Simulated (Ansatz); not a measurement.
**Geometry relaxation of WSe₂ (part 1 of 3)**

WSe₂ (P-3m1, 12 atoms in the cell), computed with DFT PBE, scalar-relativistic, plane waves, PAW, no spin polarisation (Ansatz 0.2.0).

The structure derives from a Materials Project entry. Figures and captions count atoms from 1; the log counts them from 0 in places.

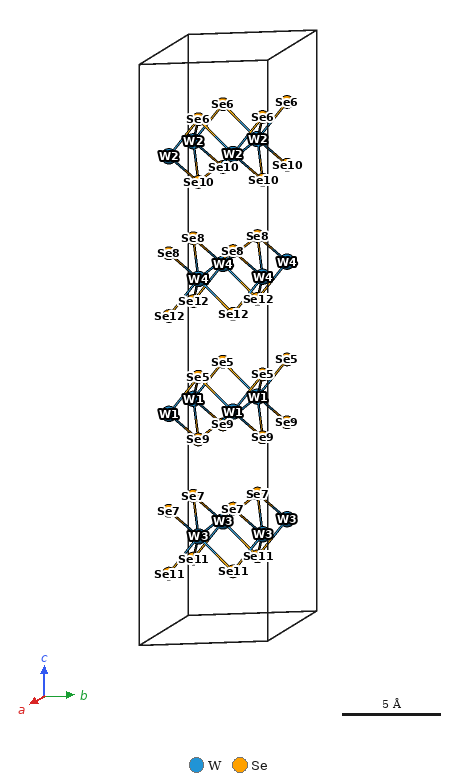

Fig. 1: The starting structure (ball-and-stick view of the 2 × 2 repeat of the cell, with the vacuum cut short, seen slightly off an axis; atoms are numbered from 1 in the order of the input).

### Results in brief

```tsv
quantity	value
outcome	converged
space group (tolerance 0.01 Å)	P-3m1 (164)
electrons treated	184
free energy	−85298.6542 eV
Fermi energy	7.338 eV
gap on the k-point mesh	1.51 eV
pressure	0.00 GPa
final volume	370.24 Å³
largest force (length of the vector) at the end	under 0.001 eV/Å
final cell	a = 3.321 Å, b = 3.321 Å, c = 38.770 Å, α = 90.00°, β = 90.00°, γ = 120.00°
hardware	4 threads of Intel Xeon (Granite Rapids), 32 GiB of memory available, shared host
wall time	1.8 min (CPU time 6.9 min)
peak memory	1.6 GiB
```

### Remarks

The program warns: the exchange-correlation potential is rough where the density is thin. Spin–orbit coupling is left out, which matters for W.

### Input file
```yaml
crystal:
  lattice:
    - [3.3178488582, 0.0, 0.0]
    - [-1.6589244291, 2.8733413971, 0.0]
    - [0.0, 0.0, 36.41830731]
  atoms:
    - { symbol: W, position: [0.66666667, 0.33333333, 0.90611047] }
    - { symbol: W, position: [0.66666667, 0.33333333, 0.280468] }
    - { symbol: W, position: [0.33333333, 0.66666667, 0.719532] }
    - { symbol: W, position: [0.33333333, 0.66666667, 0.09388953] }
    - { symbol: Se, position: [0.33333333, 0.66666667, 0.95178674] }
    - { symbol: Se, position: [0.33333333, 0.66666667, 0.32610682] }
    - { symbol: Se, position: [0.66666667, 0.33333333, 0.76520455] }
    - { symbol: Se, position: [0.66666667, 0.33333333, 0.1395502] }
    - { symbol: Se, position: [0.33333333, 0.66666667, 0.8604498] }
    - { symbol: Se, position: [0.33333333, 0.66666667, 0.23479545] }
    - { symbol: Se, position: [0.66666667, 0.33333333, 0.67389318] }
    - { symbol: Se, position: [0.66666667, 0.33333333, 0.04821326] }
basis:
  ecutwfc: 420
kpoints:
  mp_grid: { grid: [12, 12, 1] }
hamiltonian:
  xc: pbe
scf:
  occupations: { method: gaussian, width: 0.02 }
output:
  forces: true
  stress: true
  eigenvalues: true
  write_density: true
  write_potential: true
  elf: true
  volumetric_format: npy
relax:
  adjacent_minimum: "off"
  f_tol: 0.005
  max_steps: 80
  cell: { stress_tol: 0.05 }
```

Command:
```bash
ansatz run input.yaml --threads 4 --pin off --max-ram 10240MiB --backend cpu --events-out ev --progress --plain --runs-dir out
```

### Output
```
Engine: ansatz 0.2.0, x86_64-unknown-linux-gnu
Pseudopotentials: kind: paw
Pseudopotential: W, paw, valence charge 14, recommended cutoff 420 eV (normal), W.paw.azcp
Pseudopotential: Se, paw, valence charge 16, recommended cutoff 420 eV (normal), Se.paw.azcp
Functional definition: PBE
  parameter kappa = 0.804
  parameter beta = 0.06672455060314922
  exchange = pbe_x(kappa = kappa, mu = beta*pi^2/3)
  correlation = pbe_c(beta = beta)
Crystal: 12 atoms, lattice volume = 347.187 Å³
Basis set: ecut = 420 eV, 6901 PW (Γ), exchange–correlation on 48×48×500 points (8 copies of the dense FFT grid, shifted against one another)
Bands: 111, of which v1, the nominal top of the filled ones, is band 92 counted from 1 (91 counted from 0)
Symmetry: 12 space group operations
Space group: P-3m1 (ITA 164), of the structure as read, at distance tolerance 7.0e-5 Å
k-points: 19 of 144
Non-local potential: W, projectors of the file, l = 0: 3, l = 1: 2, l = 2: 2, l = 3: 1
Non-local potential: Se, projectors of the file, l = 0: 2, l = 1: 2, l = 2: 3, l = 3: 1
PAW form: soft (Blöchl's): semilocal exchange-correlation on the pseudo side does not see the compensation charge
PAW one-centre angular grid: W, 590 points (default); XC on 64 Gauss nodes
PAW one-centre angular grid: Se, 590 points (default); XC on 64 Gauss nodes
Initial density: superposition of atomic densities (neutral atoms: chi_scale 0, normalization atom), corrected by the library's trained network
Initial wavefunctions: pseudopotential atomic-orbital guess
Functional: x = pbe(κ = 0.804, μ = 0.2195149727645171), c = pbe(β = 0.06672455060314922)
SCF iter   1: F=—  HF=-85298.581860 eV  |F-HF|=—  |Δ(HF+E_count)|=         —  Δρ=3.84e-3  dr2=6.75e-2  ethr=1.77e-3  ⟨swp⟩=7.5  Hψ=7809  notcnv=0  defer=32
preconditioner: auto → Resta (q_TF=auto, 2.454 Å⁻¹)  ε∞=4.8  [insulator: Δε(μ)=1.252 eV  Ē_g=8.691 eV  σ=0.020 eV  W_gap=1.00  n_scr=106 (ndim 8)  ℏωp=16.9 eV  f_vac=0.302  D(μ)=0.00/eV (n_scr^D=0)  ε∞_Penn≈4.8  vacuum switching on, ρ_ref=5.5e-3 e/Å³]
SCF iter   2: F=—  HF=-85298.589399 eV  |F-HF|=—  |Δ(HF+E_count)|=   7.54e-3  Δρ=2.19e-3  dr2=1.20e-2  ethr=3.67e-5  ⟨swp⟩=2.8  Hψ=3342  notcnv=0  defer=234
SCF iter   3: F=—  HF=-85298.594320 eV  |F-HF|=—  |Δ(HF+E_count)|=   4.92e-3  Δρ=1.28e-3  dr2=2.76e-3  ethr=6.52e-6  ⟨swp⟩=2.2  Hψ=2485  notcnv=0  defer=234
SCF iter   4: F=—  HF=-85298.596975 eV  |F-HF|=—  |Δ(HF+E_count)|=   2.66e-3  Δρ=5.44e-4  dr2=5.19e-4  ethr=1.50e-6  ⟨swp⟩=2.1  Hψ=2824  notcnv=0  defer=234
SCF iter   5: F=—  HF=-85298.597476 eV  |F-HF|=—  |Δ(HF+E_count)|=   5.01e-4  Δρ=1.29e-4  dr2=4.13e-5  ethr=2.82e-7  ⟨swp⟩=2.0  Hψ=3014  notcnv=0  defer=234
SCF iter   6: F=—  HF=-85298.597150 eV  |F-HF|=—  |Δ(HF+E_count)|=   3.26e-4  Δρ=3.51e-5  dr2=1.14e-5  ethr=2.25e-8  ⟨swp⟩=2.1  Hψ=3567  notcnv=0  defer=234
SCF iter   7: F=—  HF=-85298.597154 eV  |F-HF|=—  |Δ(HF+E_count)|=   3.26e-6  Δρ=1.16e-5  dr2=1.30e-6  ethr=6.21e-9  ⟨swp⟩=2.0  Hψ=2434  notcnv=0  defer=234
SCF iter   8: F=—  HF=-85298.597154 eV  |F-HF|=—  |Δ(HF+E_count)|=   4.77e-7  Δρ=6.48e-6  dr2=7.88e-7  ethr=7.06e-10  ⟨swp⟩=2.5  Hψ=2610  notcnv=0  defer=234
SCF iter   9: F=-85298.597154 eV  HF=-85298.597154 eV  |F-HF|=6.49e-9  |Δ(HF+E_count)|=   2.01e-8  Δρ=2.40e-6  dr2=3.47e-8  ethr=5.43e-11  ⟨swp⟩=16.5  Hψ=17397  notcnv=0
SCF 1 converged in 9 iterations: F = -85298.597154 eV  dr2 = 3.47e-8
  greatest PAW one-centre occupation: 1.000 electrons in one spin orbital (limit 2), on the Se atom at site 8 (counted from 0), in its partial waves of l = 2
relax step   1: F+E_penalty+E_count = -85298.59715421 eV  Δ(F+E_penalty+E_count) = +0.000e0 eV  max|allowed force component| = 2.936e-1 eV/Å  Δτ_max = 0.0000 Å  P = +1.257 GPa  Ω = 347.187 Å³  (9 SCF iters, dr2 threshold 1.00e-7 eV, accepted)
Crystal: 12 atoms, lattice volume = 354.952 Å³
Basis set: ecut = 420 eV, 7049 PW (Γ), exchange–correlation on 48×48×500 points (8 copies of the dense FFT grid, shifted against one another)
Initial density: handed on by an earlier stage of this run
Initial wavefunctions: those handed on with the density
iter 1 solved again at ethr=1.97e-4 eV; its pass at ethr=3.10e-3 eV (dr2=3.62e-1 eV) is discarded
SCF iter   1: F=—  HF=-85298.647591 eV  |F-HF|=—  |Δ(HF+E_count)|=         —  Δρ=1.01e-2  dr2=3.62e-1  ethr=1.97e-4  ⟨swp⟩=3.1  Hψ=10557  notcnv=0
preconditioner: auto → Resta (q_TF=auto, 2.445 Å⁻¹)  ε∞=4.8  [insulator: Δε(μ)=1.334 eV  Ē_g=8.567 eV  σ=0.020 eV  W_gap=1.00  n_scr=106 (ndim 8)  ℏωp=16.7 eV  f_vac=0.321  D(μ)=0.00/eV (n_scr^D=0)  ε∞_Penn≈4.8  vacuum switching on, ρ_ref=5.3e-3 e/Å³]
SCF iter   2: F=—  HF=-85298.619162 eV  |F-HF|=—  |Δ(HF+E_count)|=   2.84e-2  Δρ=5.11e-3  dr2=8.23e-2  ethr=1.97e-4  ⟨swp⟩=3.7  Hψ=3045  notcnv=0  defer=5
SCF iter   3: F=—  HF=-85298.615291 eV  |F-HF|=—  |Δ(HF+E_count)|=   3.87e-3  Δρ=2.87e-3  dr2=2.89e-2  ethr=4.47e-5  ⟨swp⟩=3.6  Hψ=3058  notcnv=0  defer=81
SCF iter   4: F=—  HF=-85298.614897 eV  |F-HF|=—  |Δ(HF+E_count)|=   3.94e-4  Δρ=4.16e-4  dr2=1.16e-3  ethr=1.57e-5  ⟨swp⟩=2.0  Hψ=2852  notcnv=0  defer=146
SCF iter   5: F=—  HF=-85298.614546 eV  |F-HF|=—  |Δ(HF+E_count)|=   3.51e-4  Δρ=2.26e-4  dr2=4.71e-4  ethr=6.28e-7  ⟨swp⟩=2.5  Hψ=3640  notcnv=0  defer=153
SCF iter   6: F=—  HF=-85298.614546 eV  |F-HF|=—  |Δ(HF+E_count)|=   3.54e-7  Δρ=7.06e-5  dr2=5.86e-5  ethr=2.56e-7  ⟨swp⟩=2.1  Hψ=2530  notcnv=0  defer=153
SCF iter   7: F=—  HF=-85298.614544 eV  |F-HF|=—  |Δ(HF+E_count)|=   1.68e-6  Δρ=3.57e-5  dr2=1.29e-5  ethr=3.18e-8  ⟨swp⟩=2.2  Hψ=3356  notcnv=0  defer=153
SCF iter   8: F=—  HF=-85298.614550 eV  |F-HF|=—  |Δ(HF+E_count)|=   5.96e-6  Δρ=1.37e-5  dr2=3.75e-6  ethr=6.99e-9  ⟨swp⟩=2.1  Hψ=2532  notcnv=0  defer=153
iter 9 did not close the SCF: its close was put off until two iterations running show no level that it waits for move by more than its bar (scf_convergence_deferred on its scf_iter line)
SCF iter   9: F=-85298.614550 eV  HF=-85298.614550 eV  |F-HF|=3.84e-7  |Δ(HF+E_count)|=   1.14e-7  Δρ=5.99e-6  dr2=6.21e-7  ethr=6.52e-10  ⟨swp⟩=17.8  Hψ=21558  notcnv=0
iter 10 did not close the SCF: its close was put off until two iterations running show no level that it waits for move by more than its bar (scf_convergence_deferred on its scf_iter line)
SCF iter  10: F=-85298.614550 eV  HF=-85298.614550 eV  |F-HF|=1.00e-9  |Δ(HF+E_count)|=   6.53e-8  Δρ=2.34e-6  dr2=5.15e-8  ethr=3.38e-10  ⟨swp⟩=9.3  Hψ=14591  notcnv=0
SCF iter  11: F=-85298.614550 eV  HF=-85298.614550 eV  |F-HF|=1.16e-8  |Δ(HF+E_count)|=   3.21e-8  Δρ=1.02e-6  dr2=1.36e-8  ethr=2.80e-11  ⟨swp⟩=8.3  Hψ=14302  notcnv=0
SCF 2 converged in 11 iterations: F = -85298.614550 eV  dr2 = 1.36e-8
[... from here on the iterations of each SCF are left out, up to the last one ...]
relax step   2: F+E_penalty+E_count = -85298.61455005 eV  Δ(F+E_penalty+E_count) = -1.740e-2 eV  max|allowed force component| = 3.365e-1 eV/Å  Δτ_max = 0.1831 Å  P = -0.953 GPa  Ω = 354.952 Å³  energy of the carried Pulay correction = -9.690e-4 eV  (11 SCF iters, dr2 threshold 1.20e-6 eV, accepted)
Crystal: 12 atoms, lattice volume = 359.816 Å³
Basis set: ecut = 420 eV, 7121 PW (Γ), exchange–correlation on 48×48×500 points (8 copies of the dense FFT grid, shifted against one another)
preconditioner: auto → Resta (q_TF=auto, 2.440 Å⁻¹)  ε∞=4.7  [insulator: Δε(μ)=1.445 eV  Ē_g=8.585 eV  σ=0.020 eV  W_gap=1.00  n_scr=106 (ndim 8)  ℏωp=16.6 eV  f_vac=0.335  D(μ)=0.00/eV (n_scr^D=0)  ε∞_Penn≈4.7  vacuum switching on, ρ_ref=5.3e-3 e/Å³]
SCF 3 converged in 8 iterations: F = -85298.641396 eV  dr2 = 1.53e-7
relax step   3: F+E_penalty+E_count = -85298.64139574 eV  Δ(F+E_penalty+E_count) = -2.685e-2 eV  max|allowed force component| = 2.948e-2 eV/Å  Δτ_max = 0.0769 Å  P = -0.304 GPa  Ω = 359.816 Å³  energy of the carried Pulay correction = -1.565e-3 eV  (8 SCF iters, dr2 threshold 1.20e-6 eV, accepted)
Crystal: 12 atoms, lattice volume = 359.970 Å³
Basis set: ecut = 420 eV, 7123 PW (Γ), exchange–correlation on 48×48×500 points (8 copies of the dense FFT grid, shifted against one another)
preconditioner: auto → Resta (q_TF=auto, 2.440 Å⁻¹)  ε∞=4.7  [insulator: Δε(μ)=1.461 eV  Ē_g=8.625 eV  σ=0.020 eV  W_gap=1.00  n_scr=106 (ndim 8)  ℏωp=16.6 eV  f_vac=0.339  D(μ)=0.00/eV (n_scr^D=0)  ε∞_Penn≈4.7  vacuum switching on, ρ_ref=5.4e-3 e/Å³]
SCF 4 converged in 10 iterations: F = -85298.647409 eV  dr2 = 1.29e-8
relax step   4: F+E_penalty+E_count = -85298.64740858 eV  Δ(F+E_penalty+E_count) = -6.013e-3 eV  max|allowed force component| = 3.192e-2 eV/Å  Δτ_max = 0.0609 Å  P = +0.179 GPa  Ω = 359.970 Å³  energy of the carried Pulay correction = -1.584e-3 eV  (10 SCF iters, dr2 threshold 5.38e-7 eV, accepted)
Crystal: 12 atoms, lattice volume = 362.446 Å³
Basis set: ecut = 420 eV, 7183 PW (Γ), exchange–correlation on 48×48×500 points (8 copies of the dense FFT grid, shifted against one another)
preconditioner: auto → Resta (q_TF=auto, 2.437 Å⁻¹)  ε∞=4.7  [insulator: Δε(μ)=1.469 eV  Ē_g=8.622 eV  σ=0.020 eV  W_gap=1.00  n_scr=106 (ndim 8)  ℏωp=16.6 eV  f_vac=0.344  D(μ)=0.00/eV (n_scr^D=0)  ε∞_Penn≈4.7  vacuum switching on, ρ_ref=5.4e-3 e/Å³]
SCF 5 converged in 11 iterations: F = -85298.649575 eV  dr2 = 1.40e-9
relax step   5: F+E_penalty+E_count = -85298.64957454 eV  Δ(F+E_penalty+E_count) = -2.166e-3 eV  max|allowed force component| = 2.192e-2 eV/Å  Δτ_max = 0.0669 Å  P = +0.130 GPa  Ω = 362.446 Å³  energy of the carried Pulay correction = -1.884e-3 eV  (11 SCF iters, dr2 threshold 1.83e-7 eV, accepted)
Crystal: 12 atoms, lattice volume = 366.950 Å³
Basis set: ecut = 420 eV, 7293 PW (Γ), exchange–correlation on 48×48×500 points (8 copies of the dense FFT grid, shifted against one another)
preconditioner: auto → Resta (q_TF=auto, 2.432 Å⁻¹)  ε∞=4.6  [insulator: Δε(μ)=1.497 eV  Ē_g=8.612 eV  σ=0.020 eV  W_gap=1.00  n_scr=106 (ndim 8)  ℏωp=16.4 eV  f_vac=0.353  D(μ)=0.00/eV (n_scr^D=0)  ε∞_Penn≈4.6  vacuum switching on, ρ_ref=5.4e-3 e/Å³]
SCF 6 converged in 12 iterations: F = -85298.651214 eV  dr2 = 5.11e-9
relax step   6: F+E_penalty+E_count = -85298.65121407 eV  Δ(F+E_penalty+E_count) = -1.640e-3 eV  max|allowed force component| = 7.328e-3 eV/Å  Δτ_max = 0.1183 Å  P = +0.031 GPa  Ω = 366.950 Å³  energy of the carried Pulay correction = -2.425e-3 eV  (12 SCF iters, dr2 threshold 7.30e-8 eV, accepted)
Crystal: 12 atoms, lattice volume = 369.093 Å³
Basis set: ecut = 420 eV, 7317 PW (Γ), exchange–correlation on 48×48×500 points (8 copies of the dense FFT grid, shifted against one another)
preconditioner: auto → Resta (q_TF=auto, 2.429 Å⁻¹)  ε∞=4.6  [insulator: Δε(μ)=1.507 eV  Ē_g=8.611 eV  σ=0.020 eV  W_gap=1.00  n_scr=106 (ndim 8)  ℏωp=16.4 eV  f_vac=0.356  D(μ)=0.00/eV (n_scr^D=0)  ε∞_Penn≈4.6  vacuum switching on, ρ_ref=5.4e-3 e/Å³]
SCF 7 converged in 12 iterations: F = -85298.651325 eV  dr2 = 5.29e-10
relax step   7: F+E_penalty+E_count = -85298.65132462 eV  Δ(F+E_penalty+E_count) = -1.105e-4 eV  max|allowed force component| = 2.750e-3 eV/Å  Δτ_max = 0.0609 Å  P = +0.010 GPa  Ω = 369.093 Å³  energy of the carried Pulay correction = -2.680e-3 eV  (12 SCF iters, dr2 threshold 7.30e-9 eV, accepted)
Crystal: 12 atoms, lattice volume = 370.066 Å³
Basis set: ecut = 420 eV, 7341 PW (Γ), exchange–correlation on 48×48×500 points (8 copies of the dense FFT grid, shifted against one another)
preconditioner: auto → Resta (q_TF=auto, 2.428 Å⁻¹)  ε∞=4.6  [insulator: Δε(μ)=1.511 eV  Ē_g=8.611 eV  σ=0.020 eV  W_gap=1.00  n_scr=106 (ndim 8)  ℏωp=16.4 eV  f_vac=0.357  D(μ)=0.00/eV (n_scr^D=0)  ε∞_Penn≈4.6  vacuum switching on, ρ_ref=5.4e-3 e/Å³]
SCF 8 converged in 13 iterations: F = -85298.651260 eV  dr2 = 5.21e-12
relax step   8: F+E_penalty+E_count = -85298.65125981 eV  Δ(F+E_penalty+E_count) = +6.481e-5 eV  max|allowed force component| = 4.146e-4 eV/Å  Δτ_max = 0.0294 Å  P = +0.001 GPa  Ω = 370.066 Å³  energy of the carried Pulay correction = -2.795e-3 eV  (13 SCF iters, accepted)
Crystal: 12 atoms, lattice volume = 370.238 Å³
preconditioner: auto → Resta (q_TF=auto, 2.428 Å⁻¹)  ε∞=4.6  [insulator: Δε(μ)=1.511 eV  Ē_g=8.612 eV  σ=0.020 eV  W_gap=1.00  n_scr=106 (ndim 8)  ℏωp=16.4 eV  f_vac=0.357  D(μ)=0.00/eV (n_scr^D=0)  ε∞_Penn≈4.6  vacuum switching on, ρ_ref=5.4e-3 e/Å³]
SCF 9 converged in 11 iterations: F = -85298.651242 eV  dr2 = 2.23e-11
relax step   9: F+E_penalty+E_count = -85298.65124197 eV  Δ(F+E_penalty+E_count) = +1.783e-5 eV  max|allowed force component| = 9.163e-5 eV/Å  Δτ_max = 0.0067 Å  P = -0.001 GPa  Ω = 370.238 Å³  energy of the carried Pulay correction = -2.815e-3 eV  (11 SCF iters, accepted)
Basis set: ecut = 420 eV, 7341 PW (Γ), exchange–correlation on 48×48×540 points (8 copies of the dense FFT grid, shifted against one another)
Initial wavefunctions: pseudopotential atomic-orbital guess (no wavefunctions were taken with the density)
iter 1 solved again at ethr=1.34e-7 eV; its pass at ethr=3.10e-3 eV (dr2=2.47e-4 eV) is discarded
```
